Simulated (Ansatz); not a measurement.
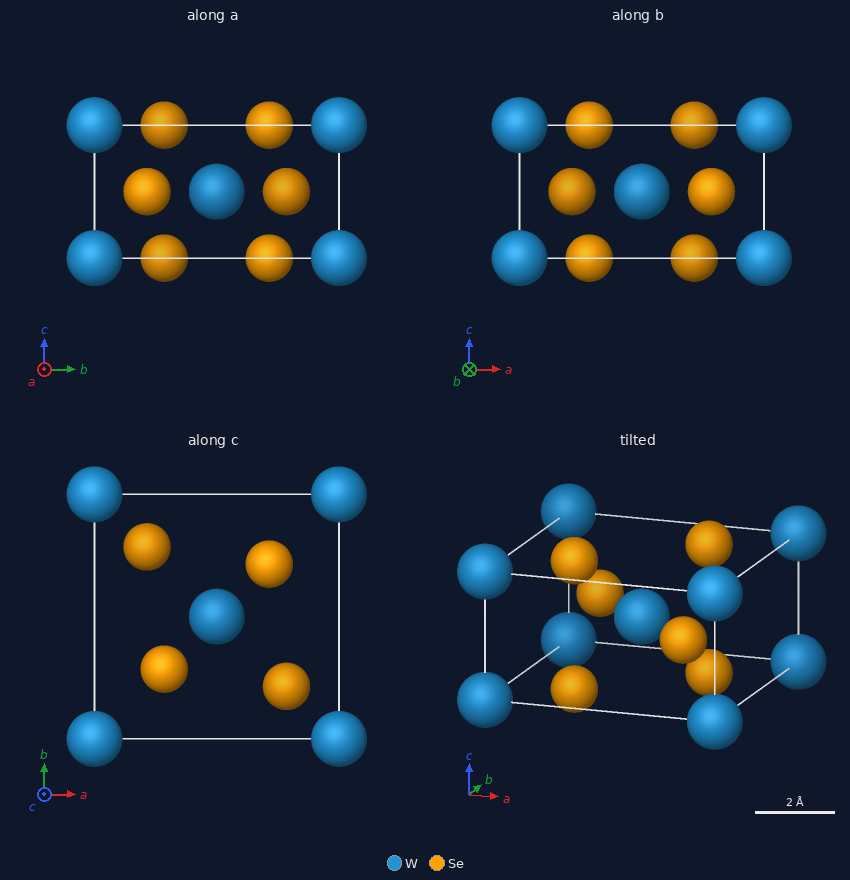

The crystal in a spheres-only representation, seen along the a axis, along the b axis, along the c axis and slightly off an axis. Thin lines show the conventional unit cell, with boundary atoms drawn in all their periodic places.

Lattice parameters: a = 6.2058 Å, b = 6.2058 Å, c = 3.3750 Å, α = 90.000°, β = 90.000°, γ = 90.000°.

Convert the drawing into a CIF in P1 with every atom of the cell, with free fractional coordinates to two decimals.

Answer.
```cif
data_structure
_symmetry_space_group_name_H-M 'P 1'
_symmetry_Int_Tables_number 1
_cell_length_a 6.2058
_cell_length_b 6.2058
_cell_length_c 3.3750
_cell_angle_alpha 90.000
_cell_angle_beta 90.000
_cell_angle_gamma 90.000
_cell_volume 129.98
loop_
_atom_site_label
_atom_site_type_symbol
_atom_site_fract_x
_atom_site_fract_y
_atom_site_fract_z
_atom_site_occupancy
W1 W 0.00 0.00 0.00 1
W2 W 0.50 0.50 0.50 1
Se1 Se 0.29 0.29 0.00 1
Se2 Se 0.21 0.79 0.50 1
Se3 Se 0.79 0.21 0.50 1
Se4 Se 0.71 0.71 0.00 1
```

The cell started as a structure type filled with these elements by a generator (whether the compound takes this form wasn't checked). It was relaxed with Ansatz 0.2.0, DFT, PBE, plane waves, PAW.
